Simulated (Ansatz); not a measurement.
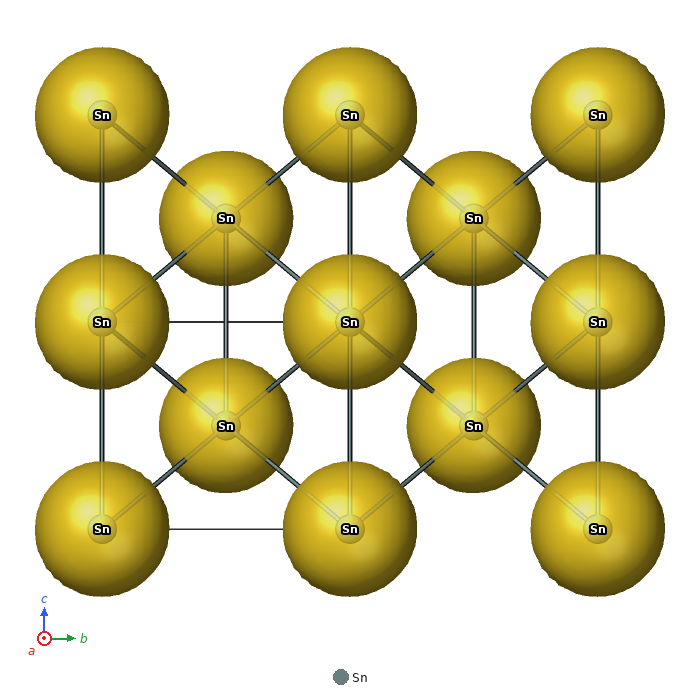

Sn. Isosurface of the valence electron density at 0.4 e/Å³ (yellow), seen along the a axis. Sticks mark near contacts.

Space group I4/mmm; a structure from a database of computed crystals, not necessarily the ambient phase.

The calculation used Kohn-Sham DFT of a periodic cell, PBEsol with D4, Ansatz PAW in Ansatz.

The density is the valence pseudo-density of a PAW calculation; it isn't the true density close to the nuclei.

```
CELL_PARAMETERS angstrom
3.93918 0.00000 0.00000
0.00000 3.93918 0.00000
0.00000 0.00000 3.29151
ATOMIC_POSITIONS crystal
Sn 0.00000 0.00000 0.00000
Sn 0.50000 0.50000 0.50000
```

**What does this surface tell about the bonding?**

At this value the density breaks into separate islands; it holds about 75 % of the electrons treated as valence (semicore included). It bridges none of the near contacts. It is pinched off along the sampled Sn–Sn (3.24 Å) and Sn–Sn (3.29 Å) contacts. On the grid the lowest density along these lines, outside the cores, is 0.17 e/Å³ (Sn–Sn, 3.24 Å) and 0.16 e/Å³ (Sn–Sn, 3.29 Å).
